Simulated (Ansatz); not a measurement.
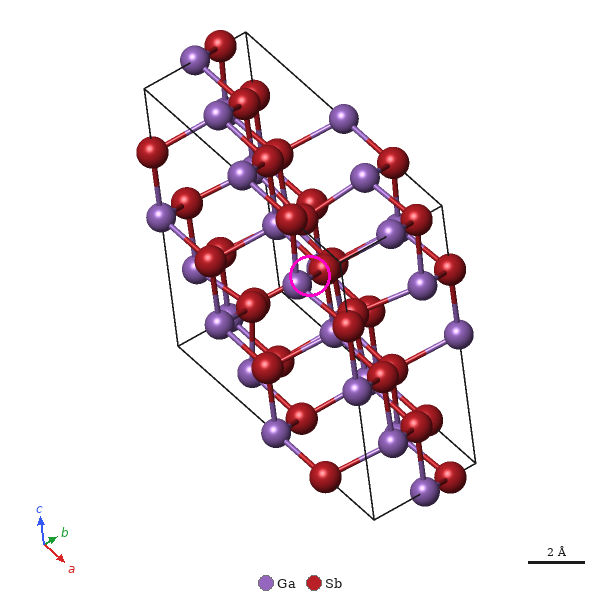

Drawn in the ball-and-stick manner and seen slightly off an axis. The wireframe shows the supercell. The host is GaSb, in a cell of 32 sites, and the cell is neutral. A ring marks the defect's site.

How does this supercell depart from the perfect host?

A gallium vacancy. Around the empty site lie four Sb at about 2.4 Å.

The atoms were relaxed in the host's cell with DFT PBE, scalar-relativistic, plane waves, PAW (Ansatz 0.2.0).
